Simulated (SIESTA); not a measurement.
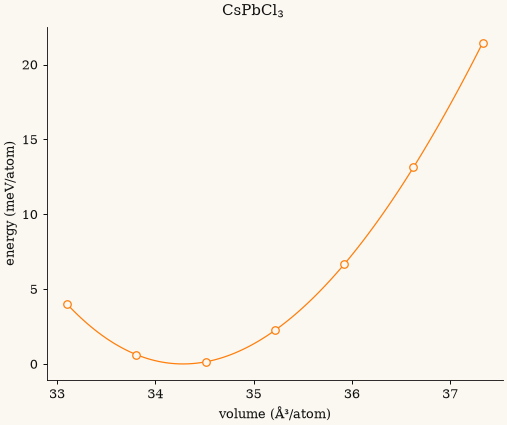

Plotted: energy against volume for CsPbCl₃, space group Pm-3m (No. 221).

Structure:
```yaml
crystal:
  lattice:
    - [5.60500, 0.00000, 0.00000]
    - [0.00000, 5.60500, 0.00000]
    - [0.00000, 0.00000, 5.60500]
  atoms:
    - { symbol: Pb, position: [0.50000, 0.50000, 0.50000] }
    - { symbol: Cs, position: [0.00000, 0.00000, 0.00000] }
    - { symbol: Cl, position: [0.50000, 0.00000, 0.50000] }
    - { symbol: Cl, position: [0.00000, 0.50000, 0.50000] }
    - { symbol: Cl, position: [0.50000, 0.50000, 0.00000] }
```

Computed with SIESTA 5.4.2: DFT in numerical atomic orbitals with pseudopotentials, no spin polarisation; energies at scaled volumes of the given cell, shape and fractions fixed, counted from the fit's minimum, third-order Birch-Murnaghan fit. Level: LDA.

k mesh 4×4×4; occupations Fermi–Dirac; smearing width 0.05 eV; potentials PseudoDojo 0.4 standard, converted to PSML, two zetas on semicore shells; program settings basis DZP, mesh cutoff 800 Ry.

From this curve and the settings, what does the calculation give for the pressure at the same points?

The pressure falls from 1.12 GPa at volume 33.10 Å³/atom to −2.09 GPa at 37.33 Å³/atom, and changes sign near 34.30 Å³/atom.

| volume (Å³/atom) | pressure (GPa) |
| --- | --- |
| 33.10 | 1.12 |
| 33.81 | 0.43 |
| 34.51 | −0.19 |
| 35.22 | −0.75 |
| 35.92 | −1.24 |
| 36.63 | −1.69 |
| 37.33 | −2.09 |

Caveats: mulliken charges of long orbitals; spin-orbit coupling left out, heavy elements.
